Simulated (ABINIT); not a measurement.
Run report: Si, geometry relaxation (part 2 of 2)

Si (Fd-3m, 2 atoms in the cell); Kohn-Sham DFT of a periodic cell, PBEsol, PseudoDojo NC SR PBEsol v0.4.1 standard, no spin polarisation (ABINIT 10.8.3); cutoff 489.81 eV, 6×6×6 k-mesh, fermi-dirac of 0.05 eV. The structure was built on a prototype by a generator; it need not be a known phase.

### What the program printed, continued
```
--- !ResultsGS
iteration_state: {dtset: 1, itime: 2, icycle: 1, }
comment   : Summary of ground state results
lattice_vectors:
- [  0.0000000,   5.1320105,   5.1320105, ]
- [  5.1320105,   0.0000000,   5.1320105, ]
- [  5.1320105,   5.1320105,   0.0000000, ]
lattice_lengths: [   7.25776,    7.25776,    7.25776, ]
lattice_angles: [ 60.000,  60.000,  60.000, ] # degrees, (23, 13, 12)
lattice_volume:   2.7032897E+02
convergence: {deltae:  4.619E-14, res2:  4.737E-13, residm:  2.629E-05, diffor: null, }
etotal    :  -8.46206778E+00
entropy   :   0.00000000E+00
fermie    :   1.78879643E-01
cartesian_stress_tensor: # hartree/bohr^3
- [ -2.12103384E-06,   0.00000000E+00,   0.00000000E+00, ]
- [  0.00000000E+00,  -2.12103384E-06,   0.00000000E+00, ]
- [  0.00000000E+00,   0.00000000E+00,  -2.12103384E-06, ]
pressure_GPa:   6.2403E-02
xred      :
- [  1.9972E-32,  -5.9915E-32,   1.9972E-32, Si]
- [  2.5000E-01,   2.5000E-01,   2.5000E-01, Si]
cartesian_forces: # hartree/bohr
- [ -0.00000000E+00,  -0.00000000E+00,  -0.00000000E+00, ]
- [ -0.00000000E+00,  -0.00000000E+00,  -0.00000000E+00, ]
force_length_stats: {min:   0.00000000E+00, max:   0.00000000E+00, mean:   0.00000000E+00, }
...

 Integrated electronic density in atomic spheres:
 ------------------------------------------------
 Atom  Sphere_radius  Integrated_density
    1        2.00000          1.78371002
    2        2.00000          1.75162966

---OUTPUT-----------------------------------------------------------------------

 Cartesian coordinates (xcart) [bohr]
 -2.04988433013934E-31  2.04988433013934E-31 -2.04988433013934E-31
  2.56600523504140E+00  2.56600523504140E+00  2.56600523504140E+00
 Reduced coordinates (xred)
  1.99715524947699E-32 -5.99146574843096E-32  1.99715524947699E-32
  2.50000000000000E-01  2.50000000000000E-01  2.50000000000000E-01
 Cartesian forces (fcart) [Ha/bohr]; max,rms= 0.00000E+00 0.00000E+00 (free atoms)
 -0.00000000000000E+00 -0.00000000000000E+00 -0.00000000000000E+00
 -0.00000000000000E+00 -0.00000000000000E+00 -0.00000000000000E+00
 Gradient of E wrt nuclear positions in reduced coordinates (gred)
  0.00000000000000E+00  0.00000000000000E+00  0.00000000000000E+00
  0.00000000000000E+00  0.00000000000000E+00  0.00000000000000E+00
 Scale of Primitive Cell (acell) [bohr]
  7.25775880903181E+00  7.25775880903181E+00  7.25775880903181E+00
 Real space primitive translations (rprimd) [bohr]
  0.00000000000000E+00  5.13201047008279E+00  5.13201047008279E+00
  5.13201047008279E+00  0.00000000000000E+00  5.13201047008279E+00
  5.13201047008279E+00  5.13201047008279E+00  0.00000000000000E+00
 Unitary Cell Volume (ucvol) [Bohr^3]=  2.70328974469434E+02
 Angles (23,13,12)= [degrees]
  6.00000000000000E+01  6.00000000000000E+01  6.00000000000000E+01
 Lengths [Bohr]
  7.25775880903181E+00  7.25775880903181E+00  7.25775880903181E+00
 Stress tensor in cartesian coordinates (strten) [Ha/bohr^3]
 -2.12103384370399E-06  0.00000000000000E+00  0.00000000000000E+00
  0.00000000000000E+00 -2.12103384370377E-06  0.00000000000000E+00
  0.00000000000000E+00  0.00000000000000E+00 -2.12103384370486E-06
 Total energy (etotal) [Ha]= -8.46206777686842E+00

 Difference of energy with previous step (new-old):
           Absolute (Ha)=-1.85150E-07
           Relative     =-2.18800E-08

--- Iteration: ( 3/50) Internal Cycle: (1/1)
--------------------------------------------------------------------------------

---SELF-CONSISTENT-FIELD CONVERGENCE--------------------------------------------

--- !BeginCycle
iteration_state: {dtset: 1, itime: 3, icycle: 1, }
solver: {iscf: 7, nstep: 80, nline: 4, wfoptalg: 0, }
tolerances: {tolvrs: 1.00E-12, }
...

     iter   Etot(hartree)      deltaE(h)  residm     vres2
 ETOT  1  -8.4620679112695    -8.462E+00 2.425E-05 2.542E-04
 ETOT  2  -8.4620679640595    -5.279E-08 1.962E-05 1.716E-05
 ETOT  3  -8.4620679666677    -2.608E-09 1.350E-05 3.199E-07
 ETOT  4  -8.4620679666970    -2.931E-11 1.526E-05 8.332E-10
 ETOT  5  -8.4620679666972    -1.759E-13 1.035E-05 2.878E-12
 ETOT  6  -8.4620679666971     6.573E-14 1.152E-05 3.558E-14

 At SCF step    6       vres2   =  3.56E-14 < tolvrs=  1.00E-12 =>converged.

 Cartesian components of stress tensor (hartree/bohr^3)
  sigma(1 1)= -3.85427197E-09  sigma(3 2)=  0.00000000E+00
  sigma(2 2)= -3.85427197E-09  sigma(3 1)=  0.00000000E+00
  sigma(3 3)= -3.85427197E-09  sigma(2 1)=  0.00000000E+00

--- !ResultsGS
iteration_state: {dtset: 1, itime: 3, icycle: 1, }
comment   : Summary of ground state results
lattice_vectors:
- [  0.0000000,   5.1331418,   5.1331418, ]
- [  5.1331418,   0.0000000,   5.1331418, ]
- [  5.1331418,   5.1331418,   0.0000000, ]
lattice_lengths: [   7.25936,    7.25936,    7.25936, ]
lattice_angles: [ 60.000,  60.000,  60.000, ] # degrees, (23, 13, 12)
lattice_volume:   2.7050779E+02
convergence: {deltae:  6.573E-14, res2:  3.558E-14, residm:  1.152E-05, diffor: null, }
etotal    :  -8.46206797E+00
entropy   :   0.00000000E+00
fermie    :   1.78684858E-01
cartesian_stress_tensor: # hartree/bohr^3
- [ -3.85427197E-09,   0.00000000E+00,   0.00000000E+00, ]
- [  0.00000000E+00,  -3.85427197E-09,   0.00000000E+00, ]
- [  0.00000000E+00,   0.00000000E+00,  -3.85427197E-09, ]
pressure_GPa:   1.1340E-04
xred      :
- [  1.9972E-32,  -5.9915E-32,   1.9972E-32, Si]
- [  2.5000E-01,   2.5000E-01,   2.5000E-01, Si]
cartesian_forces: # hartree/bohr
- [  5.12266455E-32,  -5.12266455E-32,   5.12266455E-32, ]
- [ -5.12266455E-32,   5.12266455E-32,  -5.12266455E-32, ]
force_length_stats: {min:   8.87271528E-32, max:   8.87271528E-32, mean:   8.87271528E-32, }
...

 Integrated electronic density in atomic spheres:
 ------------------------------------------------
 Atom  Sphere_radius  Integrated_density
    1        2.00000          1.78428059
    2        2.00000          1.75220094

---OUTPUT-----------------------------------------------------------------------

 Cartesian coordinates (xcart) [bohr]
 -2.05033621554617E-31  2.05033621554617E-31 -2.05033621554617E-31
  2.56657089638263E+00  2.56657089638263E+00  2.56657089638263E+00
 Reduced coordinates (xred)
  1.99715524947699E-32 -5.99146574843096E-32  1.99715524947699E-32
  2.50000000000000E-01  2.50000000000000E-01  2.50000000000000E-01
 Cartesian forces (fcart) [Ha/bohr]; max,rms= 5.12266E-32 5.12266E-32 (free atoms)
  5.12266455300889E-32 -5.12266455300889E-32  5.12266455300889E-32
 -5.12266455300889E-32  5.12266455300889E-32 -5.12266455300889E-32
 Gradient of E wrt nuclear positions in reduced coordinates (gred)
  6.77402189067359E-48 -5.25907270147341E-31  6.77402189067359E-48
 -6.77402189067359E-48  5.25907270147341E-31 -6.77402189067359E-48
 Scale of Primitive Cell (acell) [bohr]
  7.25935874091277E+00  7.25935874091277E+00  7.25935874091277E+00
 Real space primitive translations (rprimd) [bohr]
  0.00000000000000E+00  5.13314179276525E+00  5.13314179276525E+00
  5.13314179276525E+00  0.00000000000000E+00  5.13314179276525E+00
  5.13314179276525E+00  5.13314179276525E+00  0.00000000000000E+00
 Unitary Cell Volume (ucvol) [Bohr^3]=  2.70507791363293E+02
 Angles (23,13,12)= [degrees]
  6.00000000000000E+01  6.00000000000000E+01  6.00000000000000E+01
 Lengths [Bohr]
  7.25935874091276E+00  7.25935874091276E+00  7.25935874091276E+00
 Stress tensor in cartesian coordinates (strten) [Ha/bohr^3]
 -3.85427197297818E-09  0.00000000000000E+00  0.00000000000000E+00
  0.00000000000000E+00 -3.85427197297818E-09  0.00000000000000E+00
  0.00000000000000E+00  0.00000000000000E+00 -3.85427197276134E-09
 Total energy (etotal) [Ha]= -8.46206796669711E+00

 Difference of energy with previous step (new-old):
           Absolute (Ha)=-1.89829E-07
           Relative     =-2.24329E-08

 At Broyd/MD step   3, gradients are converged :
  max grad (force/stress) = 3.8543E-07 < tolmxf= 2.0000E-05 ha/bohr (free atoms)

================================================================================

 ----iterations are completed or convergence reached----

 Mean square residual over all n,k,spin=   90.044E-09; max=  11.524E-06
 reduced coordinates (array xred) for    2 atoms
       0.000000000000     -0.000000000000      0.000000000000
       0.250000000000      0.250000000000      0.250000000000
 rms dE/dt=  4.2940E-31; max dE/dt=  0.0000E+00; dE/dt below (all hartree)
    1       0.000000000000     -0.000000000000      0.000000000000
    2       0.000000000000      0.000000000000      0.000000000000

 cartesian coordinates (angstrom) at end:
    1     -0.00000000000000     0.00000000000000    -0.00000000000000
    2      1.35817082761117     1.35817082761117     1.35817082761117

 cartesian forces (hartree/bohr) at end:
    1      0.00000000000000    -0.00000000000000     0.00000000000000
    2     -0.00000000000000     0.00000000000000    -0.00000000000000
 frms,max,avg= 5.1226646E-32 5.1226646E-32   0.000E+00  0.000E+00  0.000E+00 h/b

 cartesian forces (eV/Angstrom) at end:
    1      0.00000000000000    -0.00000000000000     0.00000000000000
    2     -0.00000000000000     0.00000000000000    -0.00000000000000
 frms,max,avg= 2.6341800E-30 2.6341800E-30   0.000E+00  0.000E+00  0.000E+00 e/A
 length scales=  7.259358740913  7.259358740913  7.259358740913 bohr
              =  3.841487208854  3.841487208854  3.841487208854 angstroms
 Fermi (or HOMO) energy (hartree) =   0.17868   Average Vxc (hartree)=  -0.34582
 Eigenvalues (hartree) for nkpt=  16  k points:
 kpt#   1, nband=  8, wtk=  0.00463, kpt=  0.0000  0.0000  0.0000 (reduced coord)
  -0.27161    0.16886    0.16886    0.16886    0.26108    0.26108    0.26108    0.28926
      occupation numbers for kpt#   1
   2.00000    1.99053    1.99053    1.99053    0.00000    0.00000    0.00000    0.00000
 prteigrs : prtvol=0 or 1, do not print more k-points.

--- !EnergyTerms
iteration_state     : {dtset: 1, itime: 3, icycle: 1, }
comment             : Components of total free energy in Hartree
kinetic             :  3.06283684381828E+00
hartree             :  5.40144524509616E-01
xc                  : -3.07459922432772E+00
Ewald energy        : -8.39532319443673E+00
psp_core            :  4.65180632940248E-01
local_psp           : -2.30001190744879E+00
non_local_psp       :  1.23970776043408E+00
internal            : -8.46206456451103E+00
'-kT*entropy'       : -3.40218607878688E-06
total_energy        : -8.46206796669711E+00
total_energy_eV     : -2.30264599881538E+02
band_energy         : -1.44107533062924E-01
...

 Cartesian components of stress tensor (hartree/bohr^3)
  sigma(1 1)= -3.85427197E-09  sigma(3 2)=  0.00000000E+00
  sigma(2 2)= -3.85427197E-09  sigma(3 1)=  0.00000000E+00
  sigma(3 3)= -3.85427197E-09  sigma(2 1)=  0.00000000E+00

-Cartesian components of stress tensor (GPa)         [Pressure=  1.1340E-04 GPa]
- sigma(1 1)= -1.13396596E-04  sigma(3 2)=  0.00000000E+00
- sigma(2 2)= -1.13396596E-04  sigma(3 1)=  0.00000000E+00
- sigma(3 3)= -1.13396596E-04  sigma(2 1)=  0.00000000E+00

== END DATASET(S) ==============================================================
================================================================================

 -outvars: echo values of variables after computation  --------
            acell      7.2593587409E+00  7.2593587409E+00  7.2593587409E+00 Bohr
           etotal     -8.4620679667E+00
            fcart      5.1226645530E-32 -5.1226645530E-32  5.1226645530E-32
                      -5.1226645530E-32  5.1226645530E-32 -5.1226645530E-32
            rprim      0.0000000000E+00  7.0710678119E-01  7.0710678119E-01
                       7.0710678119E-01  0.0000000000E+00  7.0710678119E-01
                       7.0710678119E-01  7.0710678119E-01  0.0000000000E+00
           strten     -3.8542719730E-09 -3.8542719730E-09 -3.8542719728E-09
                       0.0000000000E+00  0.0000000000E+00  0.0000000000E+00
           xangst     -1.0849911992E-31  1.0849911992E-31 -1.0849911992E-31
                       1.3581708276E+00  1.3581708276E+00  1.3581708276E+00
             xred      1.9971552495E-32 -5.9914657484E-32  1.9971552495E-32
                       2.5000000000E-01  2.5000000000E-01  2.5000000000E-01
 Calculation completed.
```

### Trajectory as extended XYZ (Å, eV, eV/Å), 3 frames, from step=0 to step=2
```
2
Lattice="0.0000 2.7155 2.7155 2.7155 0.0000 2.7155 2.7155 2.7155 0.0000" Properties=species:S:1:pos:R:3:forces:R:3 step=0 energy=-230.26459
Si    0.0000    0.0000    0.0000    0.0000   0.0000   0.0000
Si    1.3578    1.3578    1.3578    0.0000   0.0000   0.0000
2
Lattice="0.0000 2.7157 2.7157 2.7157 0.0000 2.7157 2.7157 2.7157 0.0000" Properties=species:S:1:pos:R:3:forces:R:3 step=1 energy=-230.26460
Si    0.0000    0.0000    0.0000    0.0000   0.0000   0.0000
Si    1.3579    1.3579    1.3579    0.0000   0.0000   0.0000
2
Lattice="0.0000 2.7163 2.7163 2.7163 0.0000 2.7163 2.7163 2.7163 0.0000" Properties=species:S:1:pos:R:3:forces:R:3 step=2 energy=-230.26460
Si    0.0000    0.0000    0.0000    0.0000   0.0000   0.0000
Si    1.3582    1.3582    1.3582    0.0000   0.0000   0.0000
```

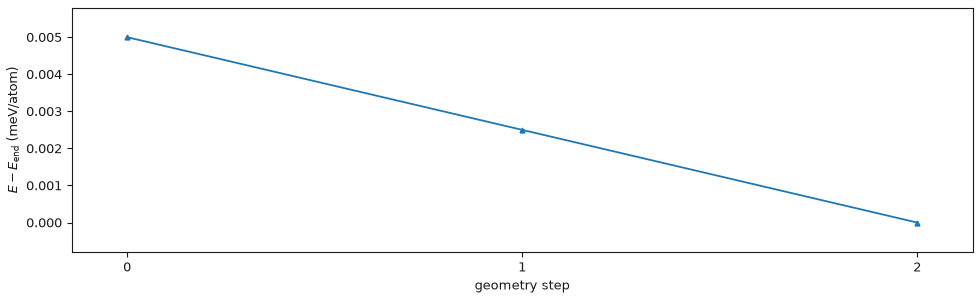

Fig. 1: Progress of the relaxation, step by step (steps are counted from 0). Over 2 geometry steps the energy falls by next to nothing (0.0 meV per atom). All forces vanish by symmetry, so only the cell relaxes. The atoms keep their places relative to the cell (all moves are under 0.005 Å). 

This output came from the following input.

### Input file
```
# Pseudopotentials
pp_dirpath "./"
pseudos "Si.upf"

# Structure
acell 7.2571094323 7.2571094323 7.2571094323
rprim
     0.0000000000     0.7071067812     0.7071067812
     0.7071067812     0.0000000000     0.7071067812
     0.7071067812     0.7071067812     0.0000000000
ntypat 1
znucl 14
natom 2
typat 1 1
chkprim 0
chksymtnons 0
tolsym 1.0e-6
xred
            0.0            0.0            0.0
            1/4            1/4            1/4

# Plane-wave basis
ecut 18.0
ecutsm 0.5

# k points
kptopt 1
ngkpt 6 6 6
nshiftk 1
shiftk 0.0 0.0 0.0

# Exchange and correlation
ixc -116133

# Bands and occupations
nband 8
occopt 3
tsmear 0.00183747

# SCF cycle
nstep 80
tolvrs 1.0e-12

# Output
iomode 3
prteig 0
prtebands 0
prtwf 0
prtden 0

# Relaxation
ionmov 2
optcell 2
ntime 50
tolmxf 2.0e-5
dilatmx 1.08
```

Run as:
```bash
abinit run.abi > log 2>&1
```

### Summary

```csv
quantity,value
outcome,converged
space group (tolerance 0.01 Å),Fd-3m (227)
electrons treated,8
free energy,−230.2646 eV
Fermi energy,4.862 eV
gap on the k-point mesh,0.59 eV
pressure,0.00 GPa
final volume,40.09 Å³
largest force (length of the vector) at the end,under 0.001 eV/Å
final cell,"a = 3.841 Å, b = 3.841 Å, c = 3.841 Å, α = 60.00°, β = 60.00°, γ = 60.00°"
hardware,"1 thread of Intel Xeon (Sapphire Rapids), 64 GiB of memory available, shared host"
wall time,7.4 s
peak memory,0.07 GiB
```
